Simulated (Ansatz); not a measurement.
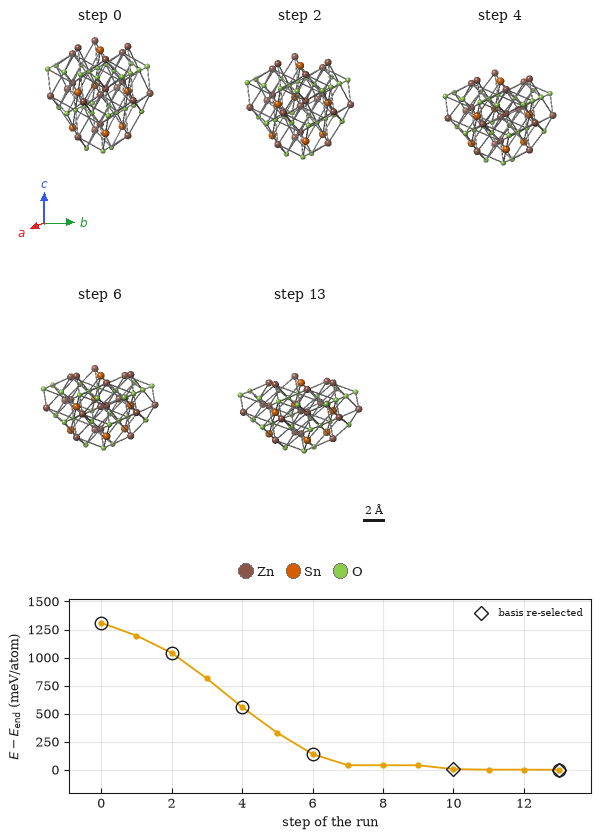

Frames of a relaxation of solid Zn₂SnO₃ (a generated structure, set up in R-3m) (coarse preliminary run), marked on the history of the run. A ball-and-stick model of the atoms within 5.8 Å of the atom that moves most (axes of the conventional cell (3 times the calculation's cell)), seen slightly off an axis. Lengths and directions refer to the drawn axes.

Level of theory: Ansatz 0.2.0, DFT PBE, scalar-relativistic, plane waves, PAW. Settings: plane-wave cutoff 420 eV; k-point mesh 6 × 6 × 6; occupations gaussian; smearing width 0.1 eV; no spin polarisation; cell and atoms relaxed; force threshold 0.04 eV/Å; at most 70 steps.

Describe the path.

Over 11 accepted moves (13 points after the start) the energy falls by 1310 meV per atom. The largest force component goes from 0.17 to 0.0022 eV/Å. The pressure goes from −7.95 to 0.12 GPa. The SCF was repeated twice at an unchanged geometry on a basis and grid sized afresh for the cell, which shifted the energy by 34.5 meV per atom at most. The largest moves relative to the cell, 0.18 Å, are those of Zn atoms. O and Sn stay in place. The drawn cell changes as follows: a = b 5.029 → 5.824 Å (+15.8 %), c 11.901 → 7.904 Å (−33.6 %); the volume changes by −10.9 %. Near-neighbour distances that change, for instance: O–Zn 2.889 → 2.241 Å, Zn–Zn 2.939 → 2.307 Å, O–Sn 2.458 → 2.136 Å, O–Zn 2.912 → 3.132 Å. Among the angles between lasting bonds that change: O–Sn–O 118.5° → 94.0°, O–Sn–O 61.5° → 86.0°. The space group stays R-3m (No. 166). The run took 2.2 min on 1 thread of Arm Neoverse V1, on a shared host, peak memory 0.4 GiB. From step 0 to 2: volume −8.0 %, energy −268 meV per atom. From step 2 to 4: Zn atoms move most (0.05 Å), volume −3.5 %, energy −483 meV per atom. From step 4 to 6: Zn atoms move most (0.06 Å), volume −5.8 %, energy −419 meV per atom. From step 6 to 13: Zn atoms move most (0.09 Å), volume +6.4 %, energy −140 meV per atom.

```csv
step,"E − E(0), meV/atom","largest force component, eV/Å","pressure, GPa","volume, Å³/atom",note
0,0.00,0.1679,-7.95,14.480,
1,-113.80,0.0397,-5.72,13.816,
2,-268.03,0.2344,-4.14,13.324,
3,-496.35,0.6910,-4.47,13.106,
4,-751.24,0.9269,-3.45,12.861,
5,-980.95,1.1952,0.14,12.441,
6,-1169.95,1.1619,4.13,12.120,
7,-1269.16,0.2775,0.22,12.529,
8,-1269.42,0.2101,0.26,12.546,
9,-1269.82,0.0002,-0.01,12.563,
10,-1304.35,0.0059,2.98,12.563,"same geometry, new basis"
11,-1308.67,0.0057,0.65,12.824,
12,-1308.57,0.0031,-0.06,12.900,
13,-1310.12,0.0022,0.12,12.900,"same geometry, new basis"
```
